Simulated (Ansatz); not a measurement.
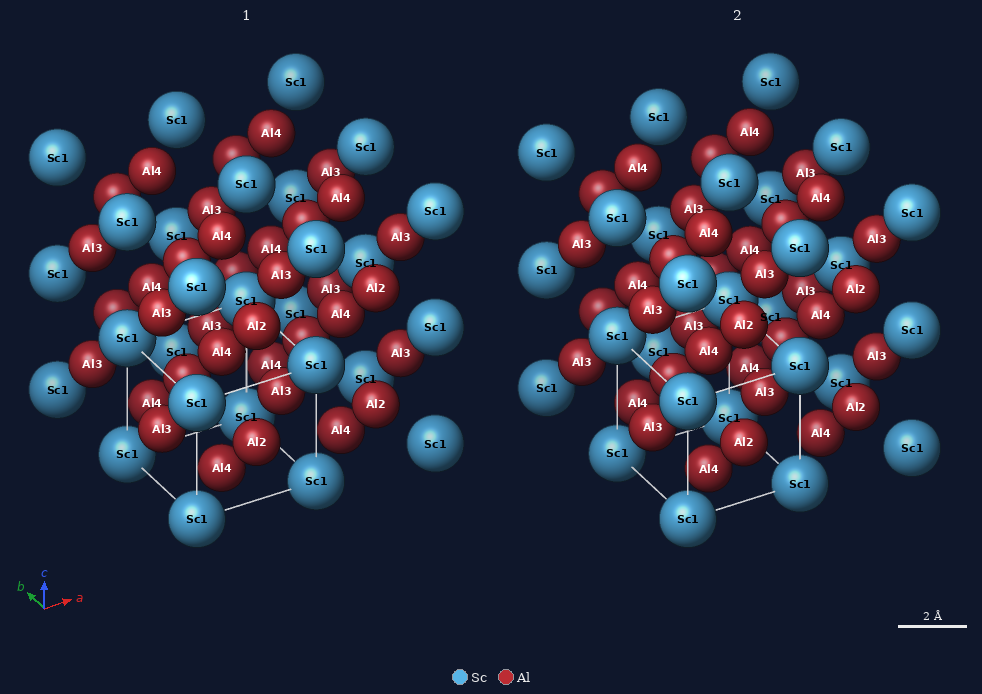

Two geometries of crystalline ScAl3 (set up in Pm-3m): one is the relaxed structure, the other was perturbed away from it. Style: spheres-only. Shown: the cell of the calculation, repeated 2 × 2 × 2 with one cell outlined, from a free direction.

These are results of DFT r2SCAN, scalar-relativistic, plane waves, PAW in Ansatz 0.2.0, not measurements. (plane-wave cutoff 500 eV; k-point mesh 14 × 14 × 14; occupations gaussian; smearing width 0.1 eV; no spin polarisation)

Which is the distorted one, and what does the distortion cost?

Structure 2 is the perturbed one. Uniaxial strain along a, −6.0 %, is applied. The b and c axes and the atoms are relaxed. Cell: a 4.086 → 3.840 Å (−6.0 %), b = c 4.086 → 4.142 Å (+1.4 %). Volume −3.4 %. The atoms keep their places relative to the cell (all moves are under 0.005 Å). Among the bonded contacts that change: Al–Sc 2.889 → 2.824 to 2.929 Å, Al–Al 2.889 → 2.824 to 2.929 Å. The space group (tolerance 0.01 Å) goes from Pm-3m (No. 221) to P4/mmm (No. 123). Energy change: +37.3 meV per atom. The pressure goes from 0.0 to 3.8 GPa. The principal stresses (compression positive) are 11.4 GPa along a and none across it.
